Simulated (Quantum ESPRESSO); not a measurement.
**A series of single points on CaO**

System: CaO (2 atoms in the cell).
Method: Kohn-Sham DFT of a periodic cell, PBE, SSSP 1.3 efficiency PBE, no spin polarisation (Quantum ESPRESSO 7.5).

The 7 runs differ only in the geometry, by an even scaling of the cell at fixed fractional positions. The structure derives from a Materials Project entry.

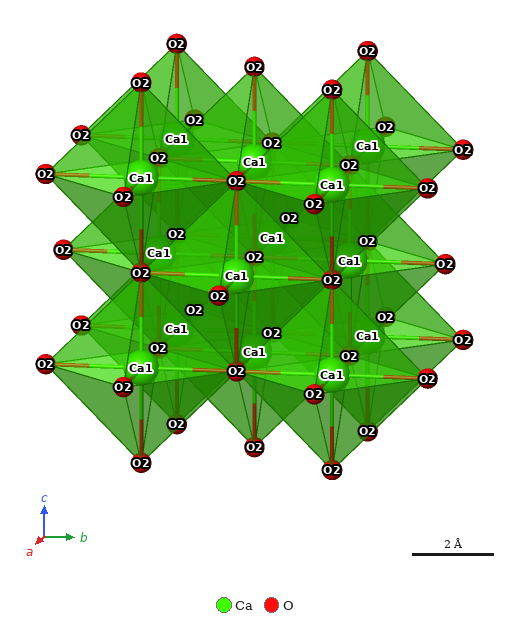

Figure 1. The structure of run 4 (polyhedral view of the cell 4 times as large as that of the calculation, set on its symmetry axes, seen slightly off an axis; polyhedra are completed across the faces of the cell; atoms are numbered from 1 in the order of the input).

**Input of run 4**
```
&CONTROL
  calculation = 'scf'
  prefix = 'pwscf'
  outdir = './tmp'
  pseudo_dir = './pseudo'
  tprnfor = .true.
  tstress = .true.
  disk_io = 'low'
/
&SYSTEM
  ibrav = 0
  nat = 2
  ntyp = 2
  ecutwfc = 55
  ecutrho = 440
  nbnd = 14
  occupations = 'smearing'
  smearing = 'fd'
  degauss = 0.00367493
/
&ELECTRONS
  conv_thr = 4d-10
  electron_maxstep = 120
  mixing_beta = 0.5
/
ATOMIC_SPECIES
Ca    40.0780 Ca_pbe_v1.uspp.F.UPF
O     15.9990 O.pbe-n-kjpaw_psl.0.1.UPF
CELL_PARAMETERS angstrom
   0.0000000000    2.4035556960    2.4035556960
   2.4035556960    0.0000000000    2.4035556960
   2.4035556960    2.4035556960    0.0000000000
ATOMIC_POSITIONS crystal
Ca     0.0000000000    0.0000000000    0.0000000000
O      0.5000000000    0.5000000000    0.5000000000
K_POINTS automatic
10 10 10 0 0 0
```

**File pp_density.in of run 4**
```
&INPUTPP
  prefix = 'pwscf'
  outdir = './tmp'
  filplot = 'density.dat'
  plot_num = 0
/
&PLOT
  nfile = 1
  filepp(1) = 'density.dat'
  iflag = 3
  output_format = 6
  fileout = 'density.cube'
/
```

**File pp_potential.in of run 4**
```
&INPUTPP
  prefix = 'pwscf'
  outdir = './tmp'
  filplot = 'potential.dat'
  plot_num = 11
/
&PLOT
  nfile = 1
  filepp(1) = 'potential.dat'
  iflag = 3
  output_format = 6
  fileout = 'potential.cube'
/
```

Command:
```bash
OMP_NUM_THREADS=1 pw.x -in pw.in > pw.out
OMP_NUM_THREADS=1 pp.x -in pp_density.in > pp_density.out
OMP_NUM_THREADS=1 pp.x -in pp_potential.in > pp_potential.out
```

Lattice vectors (Å) and fractional positions of run 4:
```
   0.000000    2.403556    2.403556
   2.403556    0.000000    2.403556
   2.403556    2.403556    0.000000
Ca  0.000000  0.000000  0.000000
O   0.500000  0.500000  0.500000
```

Run 2 has the same physical settings and fractional positions; its lattice vectors (Å) are:
```
   0.000000    2.371071    2.371071
   2.371071    0.000000    2.371071
   2.371071    2.371071    0.000000
```

**Results, with one run withheld**

| run | volume per atom (Å³) | free energy per atom, from the lowest run given (meV) | pressure (GPa) | gap on the mesh (eV) |
| --- | --- | --- | --- | --- |
| 1 | 13.052 | 28.82 | 9.41 | 3.63 |
| 2 | 13.330 | ? | ? | ? |
| 3 | 13.608 | 5.72 | 3.85 | 3.65 |
| 4 | 13.886 | 0.91 | 1.49 | 3.65 |
| 5 | 14.163 | 0.00 | −0.63 | 3.66 |
| 6 | 14.441 | 2.58 | −2.55 | 3.66 |
| 7 | 14.719 | 8.32 | −4.27 | 3.66 |

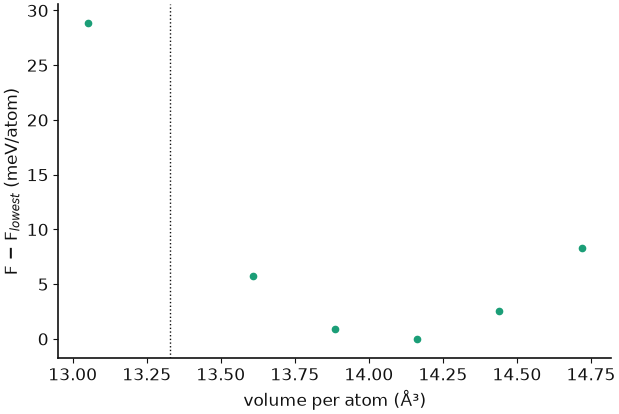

Figure 2. Free energy per atom of the runs given; the dotted line marks run 2.

Fit the runs given and predict run 2.

A cubic polynomial in V^(−2/3) (the Birch–Murnaghan form), fitted to the 6 runs given, misses them by under 0.01 meV per atom. With x = V^(−2/3) − 0.17248 Å⁻², it reads F = 0.30462 + 771.1 x + 3.5527e+05 x² + 3.6378e+05 x³ (meV per atom). At run 2 it gives 14.86 meV per atom, and the run itself gives 14.87. The slope of the fit gives a pressure −dF/dV of 6.61 GPa there, and the run prints 6.48 GPa. The two needn't agree exactly: the fit is approximate, and the printed stress is taken on a finite basis. The fit has its minimum at 14.093 Å³ per atom, where V d²F/dV² gives 105 GPa: the bulk modulus at this level, since symmetry fixes the shape and the positions. The gap on the mesh goes, without turning, from 3.63 eV in run 1 to 3.66 eV in run 7; run 2 has 3.64 eV. These are gaps of this functional on this mesh, which can miss the band edges; they aren't the measured gap.

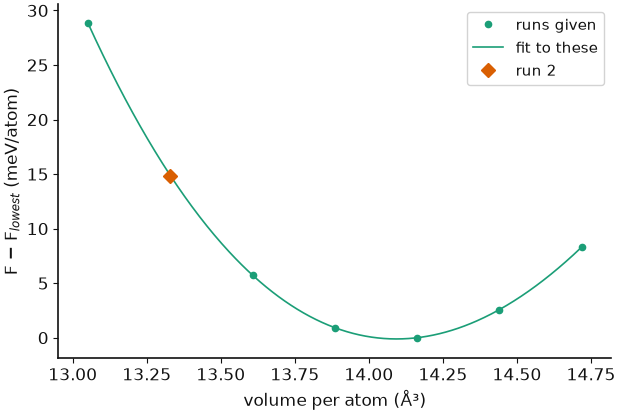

Figure 3. The fit and the withheld run.

**Some lines of the output (run 2)**
```
[...]
     number of k points=    47  Fermi-Dirac smearing, width (Ry)=  0.0037
     total energy              =    -116.69283747 Ry
     total energy              =    -116.81663599 Ry
     total energy              =    -116.87890958 Ry
     total energy              =    -116.87991327 Ry
     total energy              =    -116.87992148 Ry
     total energy              =    -116.87992613 Ry
     total energy              =    -116.87992746 Ry
     total energy              =    -116.87992750 Ry
     the Fermi energy is     9.8460 ev
!    total energy              =    -116.87992750 Ry
     The total energy is F=E-TS. E is the sum of the following terms:
     Computing stress (Cartesian axis) and pressure
          total   stress  (Ry/bohr**3)                   (kbar)     P=       64.83
```
